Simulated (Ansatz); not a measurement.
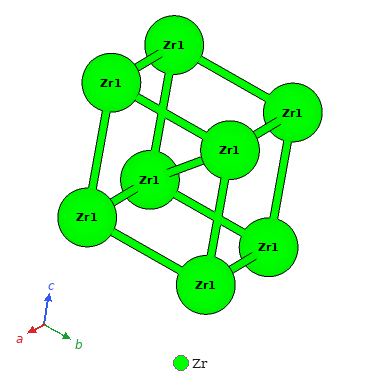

The system is Zr (Im-3m, No. 229; 1 atom in the cell); the picture shows the reference structure. The energy is mapped over two homogeneous strains (x, y and z along the cube axes). Coordinates scanned: (1) strain +e along x and -e along y; (2) strain +e along z and -e/2 along x and y. Nothing is relaxed (symmetry fixes all fractional coordinates). Grid: 7 × 7 points; 28 points were computed and 21 follow by symmetry. Points are written as (first, second). Energies are in meV/atom, from the lowest grid point. Theory: DFT PBE, scalar-relativistic, plane waves, PAW in Ansatz 0.2.0. Settings: cutoff 420 eV, k-mesh 18×18×18, gaussian smearing 0.15 eV, no spin polarisation.

Its coordinates:

```yaml
crystal:
  lattice:
    - [-1.78728, 1.78728, 1.78728]
    - [1.78728, -1.78728, 1.78728]
    - [1.78728, 1.78728, -1.78728]
  atoms:
    - { symbol: Zr, position: [0.00000, 0.00000, 0.00000] }
```

The input of one point:

```yaml
crystal:
  lattice:
    - [-1.5668198675, 1.9242760627, 1.8707469975]
    - [1.5668198675, -1.9242760627, 1.8707469975]
    - [1.5668198675, 1.9242760627, -1.8707469975]
  atoms:
    - { symbol: Zr, position: [0.0, 0.0, 0.0] }
basis:
  ecutwfc: 420
kpoints:
  mp_grid: { grid: [18, 18, 18] }
hamiltonian:
  xc: pbe
scf:
  occupations: { method: gaussian, width: 0.15 }
output:
  forces: true
  stress: true
  eigenvalues: true
  write_density: true
  write_potential: true
  elf: true
  volumetric_format: npy
```

Range: strain +e along x and -e along y from −15 to 15 %; strain +e along z and -e/2 along x and y from −7.00 to 7.00 %.

Question: What landscape does the calculation give?

Answer: The lowest grid point is at (−10 %, 4.67 %). The same energy is found at (10 %, 4.67 %). The highest grid point, (−15 %, 7.00 %), lies 49.8 meV/atom above the lowest. The reference (Im-3m) is not the lowest structure on this map: a distortion lowers the energy (space group Immm at the lowest grid point).

```
second ↓, first →   −15  −10    −5     0     5   10    15
             7.00  49.8  2.5   3.7  16.2   3.7  2.5  49.8
             4.67  34.6  0.0   6.9  17.9   6.9  0.0  34.6
             2.33  25.1  0.2  11.1  19.1  11.1  0.2  25.1
             0.00  18.9  2.3  14.8  19.6  14.8  2.3  18.9
            −2.33  13.9  5.3  16.6  18.7  16.6  5.3  13.9
            −4.67   8.0  7.5  15.3  15.3  15.3  7.5   8.0
            −7.00   0.5  6.4   9.6   8.1   9.6  6.4   0.5
```

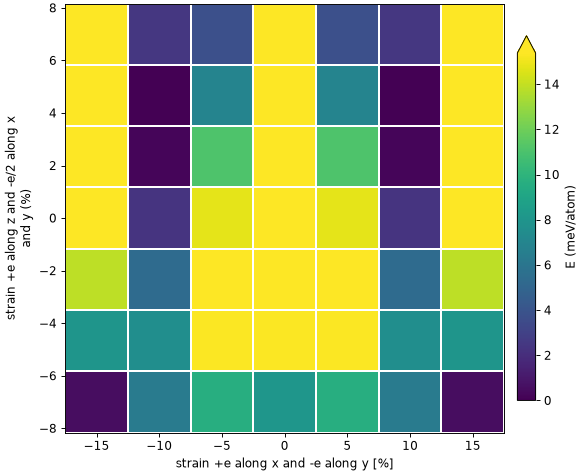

Drawn: one coloured cell a grid point, one colour for all values above the top of the scale.

Each point was launched as `ansatz run input.yaml --threads 1 --pin off --max-ram 2048MiB --backend cpu --events-out ev --progress --plain --runs-dir out`. The whole map (28 points run) took 4.1 min on 1 thread of Arm Neoverse V2, with other jobs on the host.
